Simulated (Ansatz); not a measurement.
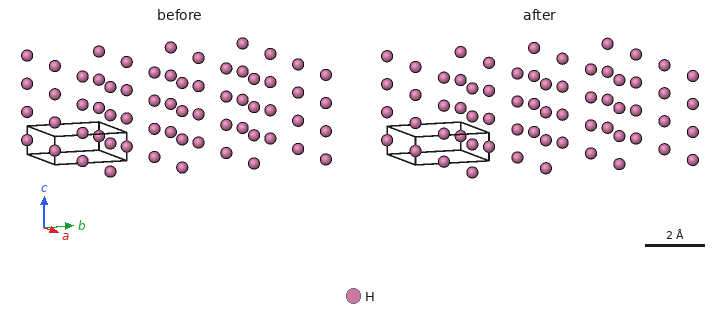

Left: a symmetric starting cell of H. Right: the same structure after one change, at the same scale. A ball-and-stick model of the cell of the calculation, repeated 3 × 3 × 4 with one cell outlined, seen slightly off an axis.

These are results of Ansatz, DFT PBE, scalar-relativistic, plane waves, PAW, not measurements. Set-up: plane-wave cutoff 420 eV; k-point mesh 14 × 14 × 34; occupations gaussian; smearing width 0.05 eV; no spin polarisation.

What was changed?

The cell is strained by −0.7 % along c and +2.3 % across it (volume +4.0 %), the atoms keeping their fractional coordinates. No relaxation follows. The starting cell wasn't computed here and needn't be at equilibrium, so pressure and forces aren't due to the change alone.

What does the change do?

The space group stays P4/mmm (No. 123). The pressure is 2.4 GPa (not all of it need come from the change, since the unchanged cell can be under pressure at this level too). The principal stresses (compression positive) are 3.2 GPa along c and 2.0 GPa across it. All forces vanish by symmetry.
